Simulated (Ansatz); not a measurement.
Run report: BN, geometry relaxation (part 2 of 2)

Continued. System: BN (slab, 8 atoms in the cell). Method: DFT PBEsol, scalar-relativistic, plane waves, PAW, no spin polarisation (Ansatz 0.2.0); cutoff 420 eV, 12×12×1 k-mesh, Gaussian smearing of 0.05 eV. The structure derives from a Materials Project entry. It belongs to a series of runs on one base structure; here: (0 0 1) slab, atoms relaxed.

Geometry of the input (Å; fractional positions):
```
2.5042  0.0000  0.0000
-1.2521  2.1687  0.0000
0.0000  0.0000  25.4461
B  0.6667  0.3333  0.2947
N  0.3333  0.6667  0.2948
B  0.3333  0.6667  0.4316
N  0.0000  0.0000  0.4316
B  0.0000  0.0000  0.5684
N  0.6667  0.3333  0.5684
B  0.6667  0.3333  0.7052
N  0.3333  0.6667  0.7053
```

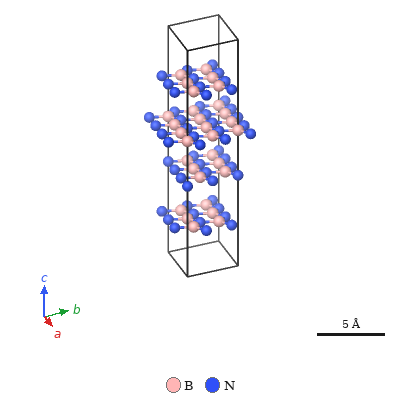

Fig. 1: The geometry at step 2 of the log (ball-and-stick view of the 3 × 2 repeat of the cell, with the vacuum cut short, seen slightly off an axis; bonded neighbours outside the cell are drawn too).

```
WARN: The output density's exchange-correlation potential varies sharply where the density is thin. Do not read a vacuum level from v_tot or v_xc, or from such a field of the output density. On a cell that repeats whose density bears no net charge and no dipole along the vacuum's axis use v_es (v_loc + v_h of the components); under efield.dipole_correction with no amplitude use v_es + v_field, which holds any external_charges[].barrier, or the levels of the report's work_function block, which leave it out; under a non-zero efield.amplitude the vacuum is tilted and has no level; on a cell that repeats and bears such a dipole with no correction it is tilted too, and efield.dipole_correction with no amplitude gives each side of its ramp a level where efield: is served; in a cell that repeats whose density bears a net charge (total_charge, or a fill off its count) it is curved and has none; of a slab under crystal.periodic whose density bears no net charge use v_es, which has a level on each side, short of where the two are joined; of another it falls or rises all the way out and has none; of a slab beside external_charges read slab_vacuum_level instead, which it has where they leave it neutral. The grid or the basis barely resolves most such structure, and the values can differ between equally converged runs; as a rule a tighter scf.convergence.dr2_threshold does not remove it. Where the density itself ripples (under the LDA too) a higher basis.ecutwfc lessens it. The files hold the spikes' plane waves up to the density's cutoff. Files: v_tot_of_output_density and the like, and their columns of v_z.tsv (output.write_potential); v_xc_of_output_density and the like, and their columns of v_comp_z.tsv (output.write_potential_components). Measured: with its Gaussian average of σ = 0.25 Å subtracted twice, the exchange-correlation potential is over 0.1 eV at 273 of the grid points where the equally averaged density (valence and model cores) is under 1e-3 e/Å³, and 0.578 eV at the most among them, at an averaged density of 2.2e-7 e/Å³. The input density's (outcome.potential() and, of a run that writes arrays, v_tot and v_xc) is over 0.1 eV, so measured, at 59 points of its own thin density, 0.246 eV at the most. See output.write_potential in the manual, Limitations
SCF converged after 6 iterations
Free energy (F): -2135.107435 eV
Harris-Foulkes:  -2135.107435 eV  (|F-HF|=2.16e-10)
Internal energy: -2135.107435 eV  (E = F + TS)
E sigma→0 (E₀):  -2135.107435 eV
Fermi energy:    1.826957 eV
Dipole field:    D = -0.008453 V/Å  (p = -0.006456 e·Å, saw-weighted, corrected)
Work function:   Φ+ = 3.8126 eV   Φ− = 3.5975 eV
Levels:          The Fermi level and band energies are counted from a zero that moves with the ramp; work functions are not
--- Per-component energies (eV) ---
  E_band       = -240.320379
  E_kinetic    = 730.741475
  E_local      = -17225.762178  (includes V_loc(G=0)·N_el)
  E_nonlocal   = 231.949272
  E_hartree    = 8284.475599
  E_xc         = -364.634288
  E_vxc        = -454.327835  (∫ρ·V_xc dr)
  E_paw        = -795.696752  (= ΣΔE_a)
  E_vpaw       = -91.875284  (= ΣTr[D̂ρ^β])
  E_aug_tail   = 0.000384  (compensation charges beyond the density's cutoff)
  E_efield     = 0.000027  (sawtooth field / dipole correction)
  E_vefield    = 0.000048  (∫n·V_field dr)
  E_ewald      = 7003.647787
  E_core_change = 0.171239  (= ΣΔE_core)
  E_smearing   = -0.000000  (= −TS)
  E_closure    = -0.000000  (closes the sum)
  Σ components = -2135.107435   (vs F -2135.107435, Δ=0.00e0)
--- Forces (eV/Å), atoms counted from 1 ---
  atom   1  B      0.00000000     0.00000000    -0.01925492
  atom   2  N      0.00000000    -0.00000000     0.01837504
  atom   3  B      0.00000000     0.00000000    -0.00688358
  atom   4  N      0.00000000    -0.00000000     0.00612430
  atom   5  B      0.00000000     0.00000000    -0.00623413
  atom   6  N      0.00000000    -0.00000000     0.00709237
  atom   7  B     -0.00000000     0.00000000     0.00329168
  atom   8  N      0.00000000    -0.00000000    -0.00238271
  max |Σ_I F_I| component: 1.28e-4 eV/Å
--- Band table (eV; the first three rows and the last of 19) ---
  k-point 0: bands = ["-18.1443", "-18.0533", "-17.9713", "-17.8681", "-6.3500", "-5.9461", "-5.4329", "-4.9651", "-1.7986", "-1.7986", "-1.7397", "-1.7397", "-1.6661", "-1.6661", "-1.5829", "-1.5829", "4.3908", "4.7493", "5.3209", "6.1609", "6.3811", "7.7441", "8.0153", "9.3019"]
  k-point 1: bands = ["-18.0092", "-17.9190", "-17.8374", "-17.7347", "-6.1640", "-5.7637", "-5.2557", "-4.7926", "-2.3592", "-2.2998", "-2.2262", "-2.1436", "-2.0591", "-2.0001", "-1.9265", "-1.8432", "4.6282", "4.9763", "5.5397", "6.3749", "6.5885", "7.9200", "8.1655", "9.3898"]
  k-point 2: bands = ["-17.6114", "-17.5234", "-17.4432", "-17.3421", "-5.6136", "-5.2261", "-4.7366", "-4.2885", "-3.7722", "-3.7103", "-3.6367", "-3.5552", "-2.6937", "-2.6342", "-2.5607", "-2.4773", "5.2855", "5.6191", "6.1532", "6.9884", "7.1289", "8.3579", "8.4088", "9.5894"]
  k-point 18: bands = ["-14.4062", "-14.3480", "-14.2744", "-14.1905", "-8.4435", "-8.3887", "-8.3152", "-8.2332", "-7.6232", "-7.5660", "-7.4925", "-7.4117", "-0.5018", "-0.4538", "-0.3801", "-0.2766", "4.1206", "4.1803", "4.2544", "4.3759", "11.5283", "11.5812", "11.6447", "11.7972"]
--- Relaxed structure (2 steps of the walk, 2 accepted, 0 SCFs on fresh bases) ---
  F+E_penalty+E_count = -2135.10743453 eV   max|allowed force component| = 1.927e-2 eV/Å
  atoms:
    - { symbol: B, position: [0.6666666666666665, 0.33333333333333337, 0.2944665796786585] }
    - { symbol: N, position: [0.33333333333333337, 0.6666666666666667, 0.29435474641139464] }
    - { symbol: B, position: [0.33333333333333337, 0.6666666666666667, 0.4315408792022296] }
    - { symbol: N, position: [-1.0523181167492435e-19, 4.943527831026603e-33, 0.4315397385520897] }
    - { symbol: B, position: [1.115100570744757e-19, -2.157983107076882e-32, 0.5684650809816325] }
    - { symbol: N, position: [0.6666666666666665, 0.33333333333333337, 0.5684642559872726] }
    - { symbol: B, position: [0.6666666666666665, 0.33333333333333337, 0.7055419505141917] }
    - { symbol: N, position: [0.33333333333333337, 0.6666666666666667, 0.7056267686725308] }
```

### Trajectory as extended XYZ (Å, eV, eV/Å), 2 frames, from step=1 to step=2
```
8
Lattice="2.5042 0.0000 0.0000 -1.2521 2.1687 0.0000 0.0000 0.0000 25.4461" Properties=species:S:1:pos:R:3:forces:R:3 step=1 energy=-2135.10734
B     1.2521    0.7229    7.5000    0.0000   0.0000   0.0434
N     0.0000    1.4458    7.5015    0.0000   0.0000  -0.0453
B     0.0000    1.4458   10.9815    0.0000   0.0000   0.0158
N     0.0000    0.0000   10.9831    0.0000   0.0000  -0.0160
B     0.0000    0.0000   14.4631    0.0000   0.0000   0.0159
N     1.2521    0.7229   14.4646    0.0000   0.0000  -0.0157
B     1.2521    0.7229   17.9446    0.0000   0.0000  -0.0053
N     0.0000    1.4458   17.9461    0.0000   0.0000   0.0071
8
Lattice="2.5042 0.0000 0.0000 -1.2521 2.1687 0.0000 0.0000 0.0000 25.4461" Properties=species:S:1:pos:R:3:forces:R:3 step=2 energy=-2135.10743
B     1.2521    0.7229    7.4930    0.0000   0.0000  -0.0193
N     0.0000    1.4458    7.4902    0.0000   0.0000   0.0184
B     0.0000    1.4458   10.9810    0.0000   0.0000  -0.0069
N     0.0000    0.0000   10.9810    0.0000   0.0000   0.0061
B     0.0000    0.0000   14.4652    0.0000   0.0000  -0.0062
N     1.2521    0.7229   14.4652    0.0000   0.0000   0.0071
B     1.2521    0.7229   17.9533    0.0000   0.0000   0.0033
N     0.0000    1.4458   17.9555    0.0000   0.0000  -0.0024
```

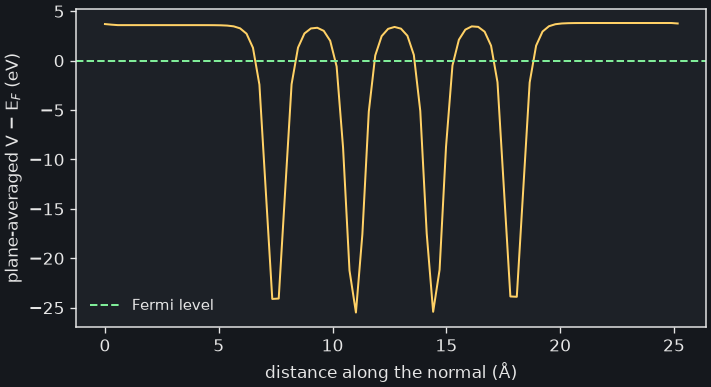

Fig. 2: Plane average of the electrostatic potential energy of an electron across the cell, from the Fermi level. The vacuum level lies 3.81 eV above the Fermi level on the upper side and 3.60 eV on the lower.

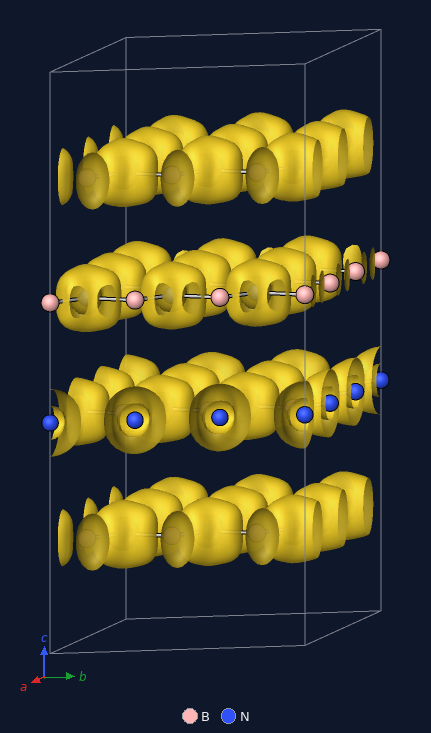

Fig. 3: Isosurface of the electron localisation function at 0.7 (yellow), seen slightly off an axis. Only the valence region is drawn (cores and ρ < 0.01 e/Å³ removed). Sticks mark near contacts. Counts are for one cell; the picture repeats the cell along the surface.  Values along the shortest contacts: B–N (1.45 Å): the ELF peaks at about 0.95 between the atoms, which marks a polar covalent bond. In a PAW calculation such maps are meaningful between the atoms, not at the nuclei.

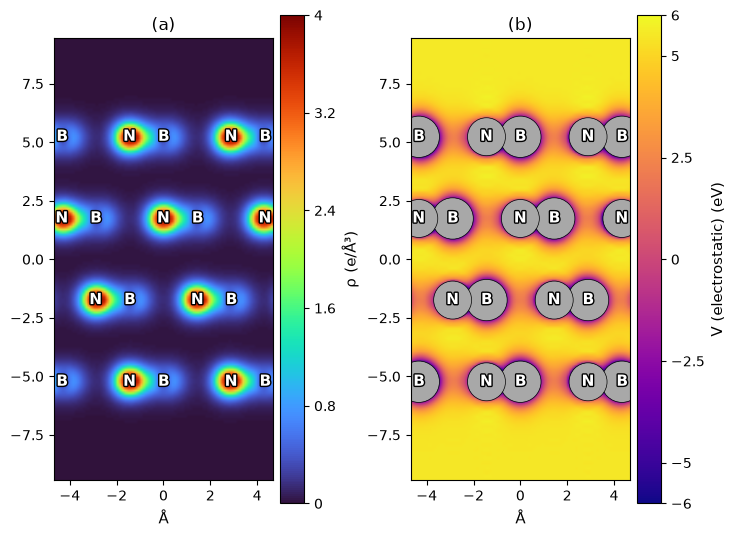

Fig. 4: (a) valence electron density; (b) electrostatic potential (local pseudopotential plus Hartree) felt by an electron on the (110) plane of the calculation cell, a cut from vacuum to vacuum. Grey discs, where drawn, cover atomic cores. The section cuts through B and N sites. B–N (1.45 Å): ρ at the midpoint is about 1.8 e/Å³. The density dies away to nearly zero in the vacuum.

### Key numbers

- outcome: converged
- electrons treated: 32
- free energy: −2135.1074 eV
- work function, top face: 3.81 eV
- work function, bottom face: 3.60 eV
- Fermi energy: 1.827 eV
- gap on the k-point mesh: 4.21 eV
- final volume: 138.19 Å³
- work function (upper face): 3.81 eV
- largest force (length of the vector) at the end: 0.019 eV/Å
- wall time: 21 s
- peak memory: 0.35 GiB

Warnings of the run: the exchange-correlation potential is rough where the density is thin.
